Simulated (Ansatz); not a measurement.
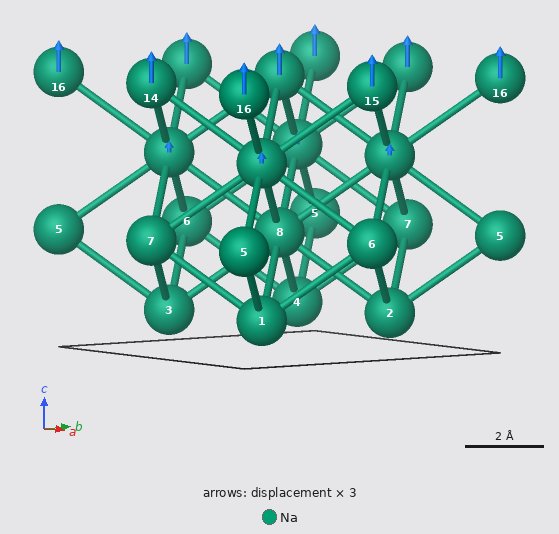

This is a constrained relaxation of a slab of composition Na (cut from the Im-3m phase). The starting structure is drawn; blue arrows show the displacements, magnified 3 times.

Style: ball-and-stick. Shown: the cell of the calculation, outlined in the plane, without the vacuum (origin shifted), from a free direction.

Case: clean slab, lower planes held. The slab is the (1 0 0) face of Na. 8 atoms are held fixed.

The calculation used DFT PBE+D3(BJ), scalar-relativistic, plane waves, PAW in Ansatz. Set-up: plane-wave cutoff 420 eV; k-point mesh 3 × 3 × 1; occupations gaussian; smearing width 0.1 eV; no spin polarisation; dipole correction; atoms relaxed in a fixed cell; force threshold 0.03 eV/Å; at most 70 steps.

Q: What happened in the run?

A: After 3 geometry steps the energy has fallen by 43.9 meV per cell of the calculation. Largest force component: 0.093 eV/Å at the start, 0.0017 eV/Å at the end. The largest moves, 0.28 Å, are those of Na atoms. The lattice vectors keep their values. Near-neighbour distances that change, for instance: Na–Na 3.532 → 3.636 Å, Na–Na 3.532 → 3.591 Å. Among the angles between lasting bonds that change: Na–Na–Na 109.5° → 104.9°, Na–Na–Na 70.5° → 68.2°.
